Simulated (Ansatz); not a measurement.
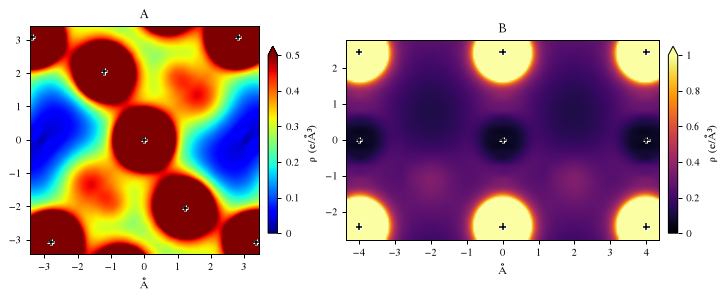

The valence electron density of 2 systems, each on a plane through atoms (crosses mark nuclei in the plane).

These are results of DFT PBEsol, scalar-relativistic, plane waves, PAW (Ansatz 0.2.0), not measurements.

System 1: FeGe, the (111) plane of the conventional cell. Space group P6/mmm; a structure from a database of computed crystals, not necessarily the ambient phase; changed on purpose from its base cell (volume × 0.94, shape and atoms relaxed); computed pressure about 12 GPa in this cell; spin-polarised.

```
Fe Ge
1.0
     4.81232    0.00000    0.00000
    -2.40616    4.16760    0.00000
     0.00000    0.00000    3.87266
Fe Ge
3 3
Direct
  0.50000 0.00000 0.00000
  0.50000 0.50000 0.00000
  0.00000 0.50000 0.00000
  0.00000 0.00000 0.00000
  0.33333 0.66667 0.50000
  0.66667 0.33333 0.50000
```

System 2: Al3Ni2, the (100) plane of the conventional cell. Space group P-3m1; a structure from a database of computed crystals, not necessarily the ambient phase; computed without spin polarisation.

```xyz
5
Lattice="4.0031 0.0000 0.0000 -2.0016 3.4668 0.0000 0.0000 0.0000 4.8595" Properties=species:S:1:pos:R:3 pbc="T T T"
Al    0.0000    0.0000    0.0000
Al    0.0000    2.3112    3.1479
Al    2.0016    1.1556    1.7116
Ni    0.0000    2.3112    0.7074
Ni    2.0016    1.1556    4.1521
```

Match each panel to its system.

Panel A is system 1, FeGe: the plane holds Fe and Ge. Fe–Ge (2.38 Å): ρ is about 0.46 e/Å³ halfway. Panel B is system 2, Al3Ni2: the plane holds Al and Ni. Al–Ni (2.42 Å): ρ at the midpoint is about 0.34 e/Å³.
